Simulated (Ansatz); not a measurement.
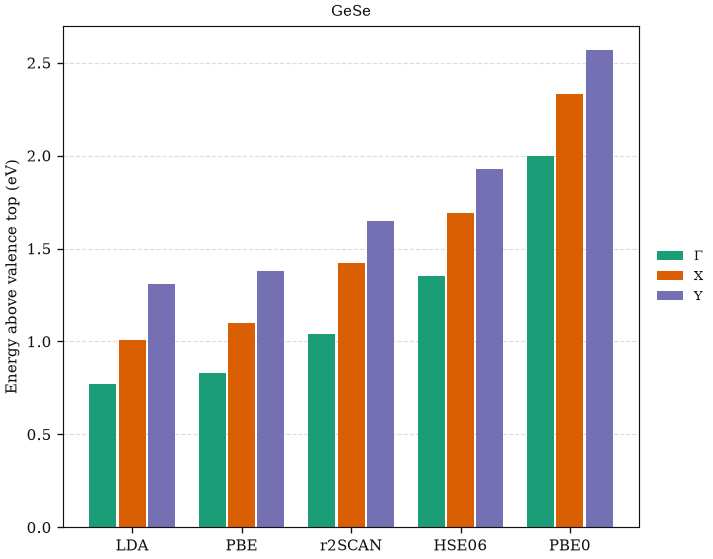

Lowest conduction level at each named k point, counted from the valence-band top at Γ, by several methods on one cell of GeSe, space group Pnma (No. 62), 8 atoms in the cell, relaxed with r2SCAN+rVV10; a = 11.01 Å, b = 3.80 Å, c = 4.54 Å, α = 90.00°, β = 90.00°, γ = 90.00°. All runs are without spin-orbit coupling and carry no moments. In reduced coordinates of the cell that was run, X is (0, 0.5, 0) and Y is (0, 0, 0.5).

> Does PBE0 shift these levels rigidly from PBE?

The shifts are +1.17 eV at Γ, +1.23 eV at X and +1.19 eV at Y, and at points that aren't plotted +1.37 eV (S), +1.28 eV (Z), +1.19 eV (T), +1.22 eV (U) and +1.31 eV (R): over the named points that both runs hold, a spread of 0.20 eV on a mean of 1.25 eV, so one shift describes them only roughly.

> How do the methods rank at Γ?

From low to high: LDA 0.77, PBE 0.83, r2SCAN 1.04, HSE06 1.35, PBE0 2.00 eV.

> Do the methods agree on which of these conduction levels is lowest?

Yes: all put it at Γ.

| method | program | Γ (eV) | X (eV) | Y (eV) |
| --- | --- | --- | --- | --- |
| LDA | Ansatz | 0.77 | 1.01 | 1.31 |
| PBE | Ansatz | 0.83 | 1.10 | 1.38 |
| r2SCAN | Ansatz | 1.04 | 1.42 | 1.65 |
| HSE06 | Ansatz | 1.35 | 1.69 | 1.93 |
| PBE0 | Ansatz | 2.00 | 2.33 | 2.57 |

Settings. LDA: Ansatz PAW set, 2×6×6 k mesh, 420 eV cutoff, fixed occupations (Ansatz 0.2.0). PBE: Ansatz PAW set, 2×6×6 k mesh, 420 eV cutoff, Fermi-Dirac smearing of 0.02 eV (Ansatz). r2SCAN: Ansatz PAW set, 2×6×6 k mesh, 500 eV cutoff, fixed occupations (Ansatz). HSE06: Ansatz PAW set, 2×4×4 k mesh, 420 eV cutoff, fixed occupations (Ansatz 0.2.0). PBE0: Ansatz PAW set, 2×4×4 k mesh, 420 eV cutoff, fixed occupations (Ansatz 0.2.0).

These are five of the 6 methods that were run on this cell. Spin-orbit coupling is left out, which matters for Se and Ge. The usual form of GeSe is layered orthorhombic. LDA, r2SCAN, HSE06 and PBE0: the PAW data sets were made with another functional. LDA, GGA and most meta-GGA functionals understate gaps. HSE06 and PBE0: the k mesh is thin for exact exchange. In reduced coordinates of the cell that was run, S is (0, 0.5, 0.5), Z is (0.5, 0, 0), T is (0.5, 0, 0.5), U is (0.5, 0.5, 0) and R is (0.5, 0.5, 0.5).
